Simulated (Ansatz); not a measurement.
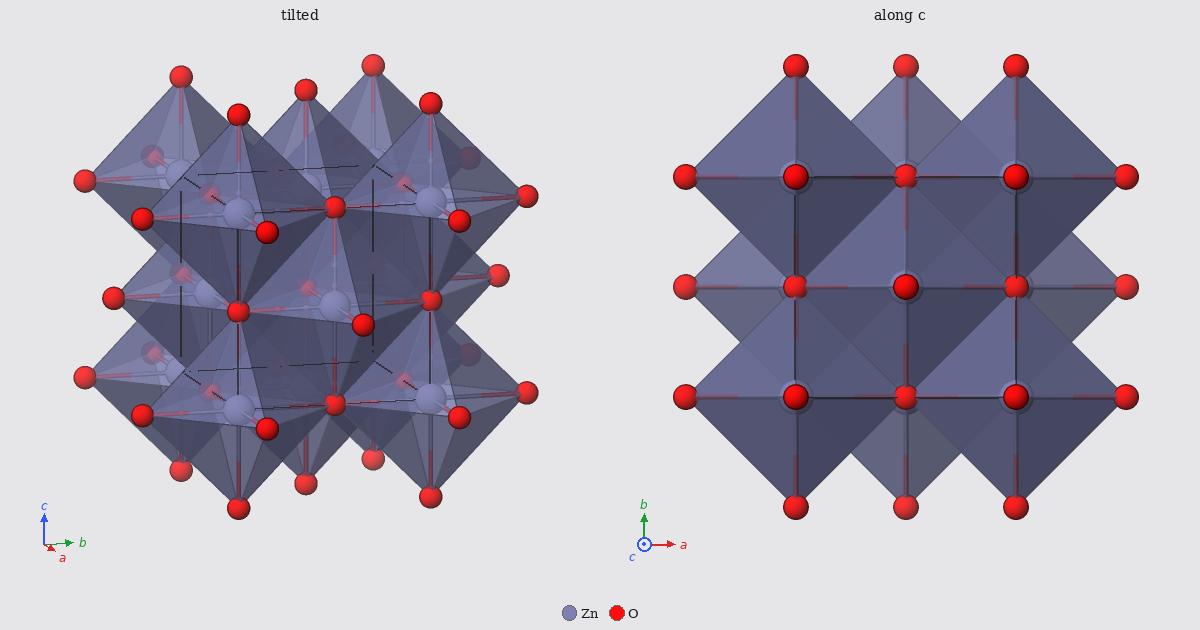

Shown here is a polyhedral view of the crystal, taken slightly off an axis and along the c axis. Thin lines show the conventional unit cell, with boundary atoms drawn in all their periodic places. A few atoms beyond the faces are included.

ZnO, rock salt (NaCl type), space group Fm-3m (No. 225), a = 4.305 Å, b = 4.305 Å, c = 4.305 Å, α = 90.00°, β = 90.00°, γ = 90.00°. Origin of the cell: a structure type filled with these elements by a generator (whether the compound takes this form wasn't checked). The cell was then strained or its atoms displaced on purpose. It went into a calculation with Ansatz.

This one geometry was computed with Ansatz (DFT, plane waves, PAW) at three levels of theory: HSE06, r2SCAN and PBE. It was relaxed with r2SCAN and then strained.

Which level gives the highest pressure at this volume, and what does that say about its equilibrium volume?

Answer. Highest: PBE (3.0 GPa), which points to the largest equilibrium volume. Lowest, with the smallest volume: r2SCAN (-4.8 GPa). Levels within 0.5 GPa of each other can't be told apart.

How does the band gap change with the level of theory?

Answer. PBE: a gap of 0.83 eV, indirect; r2SCAN: a gap of 1.44 eV, indirect; HSE06: a gap of 2.58 eV, indirect.

Collect the results in a table.

Answer.
| level | cutoff (eV) | k-mesh of the run's cell | gap (eV) | pressure (GPa) |
| --- | --- | --- | --- | --- |
| HSE06 | 420 | 8×8×8 | 2.58 | -3.9 |
| r2SCAN | 500 | 10×10×10 | 1.44 | -4.8 |
| PBE | 420 | 10×10×10 | 0.83 | 3.0 |

Gaps are taken on the k-mesh or band path of each run.
